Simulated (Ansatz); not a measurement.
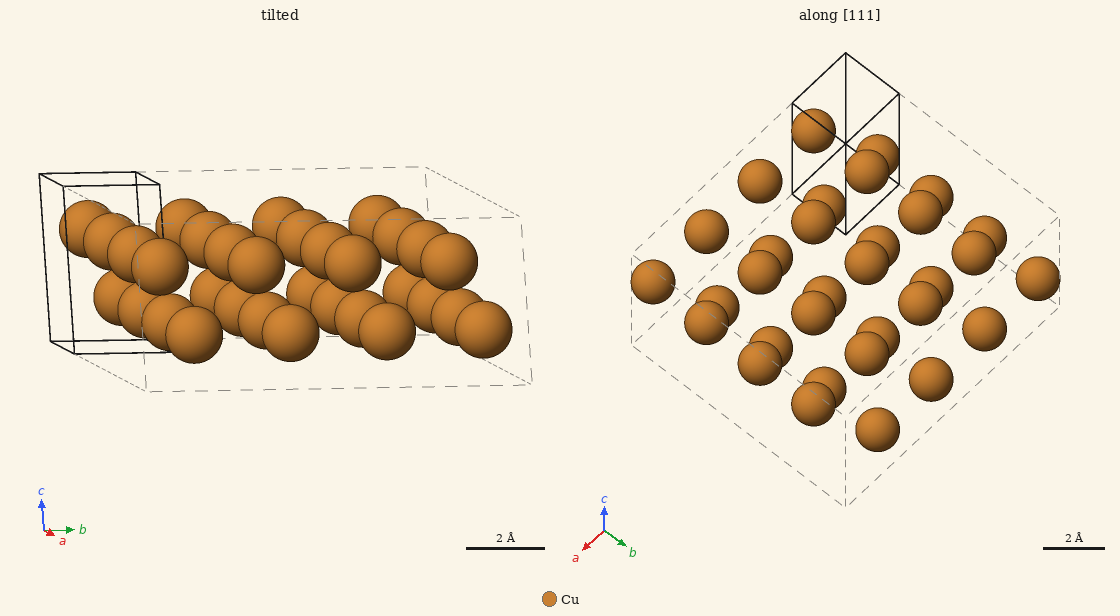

Spheres-only representation of a periodic structure, projected slightly off an axis and along [111]. A block of 4×4×1 cells is shown, with one conventional unit cell in solid outline. Cell: a = 2.532 Å, b = 2.568 Å, c = 4.370 Å, α = 90.73°, β = 105.89°, γ = 90.69°.

The element is copper. Its lattice is primitive triclinic, its space group P-1 (No. 2). The cell holds two atoms. Cu is coordinated by ten Cu at about 2.5 to 2.7 Å.

The structure was taken from a structure listed in the Materials Project. The cell was then strained or its atoms displaced on purpose. It went into a calculation with Ansatz.

At this level of theory the cell isn't at rest (stretched, at -14 GPa), so its distances can differ from those at equilibrium, the more so the softer the solid.
